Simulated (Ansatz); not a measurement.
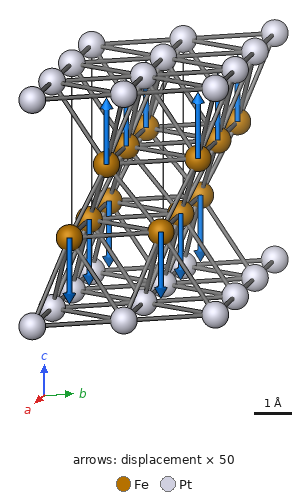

A relaxation of solid Fe2Pt (set up in P-3m1) (coarse preliminary run). The starting structure is drawn; blue arrows show the displacements (the part carried along by the change of the cell is left out), magnified 50 times.

A ball-and-stick model of the cell of the calculation, repeated 3 × 2 × 1 with one cell outlined, seen slightly off an axis.

Computed with DFT PBEsol, scalar-relativistic, plane waves, PAW (Ansatz). (plane-wave cutoff 420 eV; k-point mesh 12 × 12 × 4; occupations gaussian; smearing width 0.1 eV; collinear spin; cell and atoms relaxed; force threshold 0.05 eV/Å; at most 80 steps)

### Which element moves most?

Iron: up to 0.037 Å, against 0.000 Å for platinum.

### Describe the change and its energy.

The energy falls by 51.3 meV per atom in 4 accepted moves (5 points after the start). The largest force component goes from 0.81 to 0.0082 eV/Å. Pressure: 11.19 GPa at the start and 0.25 GPa at the end. The SCF was repeated once at an unchanged geometry on a basis and grid sized afresh for the cell, which shifted the energy by 0.6 meV per atom at most. The largest moves relative to the cell, 0.037 Å, are those of Fe atoms. Pt stays in place. The volume changes by +4.6 %, with a = b 2.618 → 2.712 Å (+3.6 %), c 6.277 → 6.118 Å (−2.5 %). Near-neighbour distances that change, for instance: Fe–Fe 2.618 → 2.712 Å, Pt–Pt 2.618 → 2.712 Å, Fe–Fe 2.361 → 2.418 Å, Fe–Pt 2.695 → 2.649 Å. The space group stays P-3m1 (No. 164).
